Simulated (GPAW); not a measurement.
System: CuO (space group Cc).

How it was computed, with GPAW 26.7.0: PAW DFT in plane waves, on a grid or in atomic orbitals, no spin polarisation; energies at scaled volumes of the given cell, shape and fractions fixed, counted from the fit's minimum, third-order Birch-Murnaghan fit. All runs: no spin polarisation.

- occupations: Fermi–Dirac
- smearing width: 0.05 eV
- wave cutoff: 800 eV

Settings that differ: PBEsol: k mesh 10×10×5, potentials PAW-data-sets-made-by gpaw-setup-for-the-functional; LDA: k mesh 6×6×4, potentials GPAW-PAW-data-sets-(gpaw-data-1.2.1).

What does the calculation give for the energy against volume, with one curve for each functional? The cases: PBEsol; LDA.

The fitted equilibrium volumes, smallest first, are LDA 9.777, PBEsol 10.196 Å³/atom. The fitted bulk moduli, smallest first, are PBEsol 182.5, LDA 204.7 GPa.

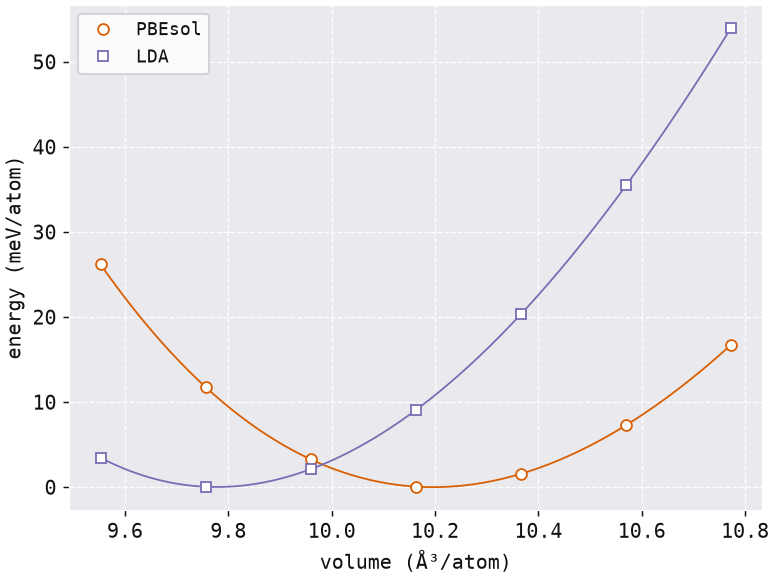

Caveats: shape and atomic fractions are frozen while scaling, which makes layered, chain and framework solids too stiff.
